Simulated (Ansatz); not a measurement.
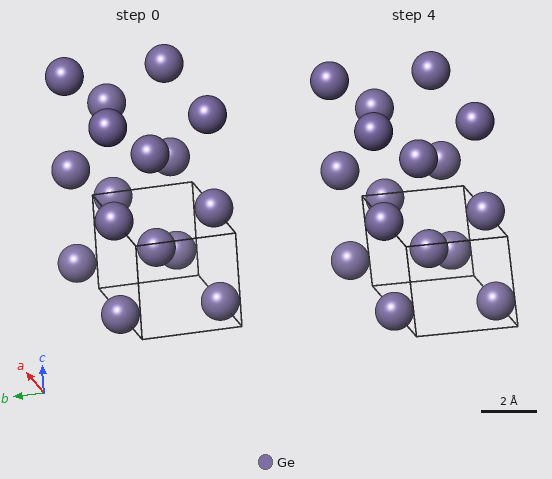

The structure of a crystal of Ge (set up in P-1) before (left) and after (right) a relaxation, at one scale.

Style: spheres-only. Shown: the cell of the calculation, reduced to other axes, repeated 2 × 1 × 2 with one cell outlined, from a free direction. Lengths and directions refer to the drawn axes.

Case: all atoms moved at random, sigma 0.02 Å for each component, cell strained at random, sigma 0.03; relaxed back.

Method: Ansatz 0.2.0, DFT LDA, scalar-relativistic, plane waves, PAW.

Input
```yaml
crystal:
  lattice:
    - [-2.3964421812, 2.5751326368, 1.3490186929]
    - [2.4651482443, -2.589819472, 1.5021167695]
    - [2.5315959788, 2.7249732696, -1.3759817348]
  atoms:
    - { symbol: Ge, position: [0.2501471658, 0.7515947243, 0.4954039112] }
    - { symbol: Ge, position: [0.4998528342, 0.4984052757, 0.0045960888] }
basis:
  ecutwfc: 420
kpoints:
  mp_grid: { grid: [14, 14, 14] }
hamiltonian:
  xc: lda
scf:
  occupations: { method: gaussian, width: 0.15 }
output:
  forces: true
  stress: true
  eigenvalues: true
relax:
  adjacent_minimum: "off"
  f_tol: 0.01
  max_steps: 80
  cell: { stress_tol: 0.1 }
```

Command:
```bash
ansatz run input.yaml --threads 2 --pin off --max-ram 5120MiB --backend cpu --events-out ev --progress --plain --runs-dir out
```

Q: Describe what moved and what it gained.

A: After 3 accepted moves (4 points after the start) the energy has fallen by 44.5 meV per atom. The largest force component goes from 0.22 to 0.0007 eV/Å. The pressure goes from −3.07 to 0.00 GPa. The SCF was repeated once at an unchanged geometry on a basis and grid sized afresh for the cell, which shifted the energy by 0.2 meV per atom at most. The largest moves relative to the cell, 0.020 Å, are those of Ge1 and Ge2. Ge1 goes along [−2 1 −3]. The drawn cell changes as follows: a 2.852 → 2.821 Å (−1.1 %), b 3.768 → 3.834 Å (+1.8 %), c 3.966 → 3.833 Å (−3.4 %), α 86.5° → 82.3°, β 70.4° → 68.4°, γ 70.2° → 68.4°; the volume changes by −4.9 %. Some distances before and after: Ge1–Ge2 2.788 → 2.617 Å, Ge1–Ge2 (another image) 2.711 → 2.617 Å, Ge1–Ge2 (another image) 2.545 → 2.617 Å, Ge1–Ge1 2.852 → 2.821 Å. Bond angles that change, for instance: Ge2–Ge1–Ge2 97.8° → 94.2°, Ge2–Ge1–Ge2 91.1° → 94.2°, Ge1–Ge1–Ge2 103.0° → 105.7°. The space group (tolerance 0.01 Å) goes from P-1 (No. 2) to I4_1/amd (No. 141).
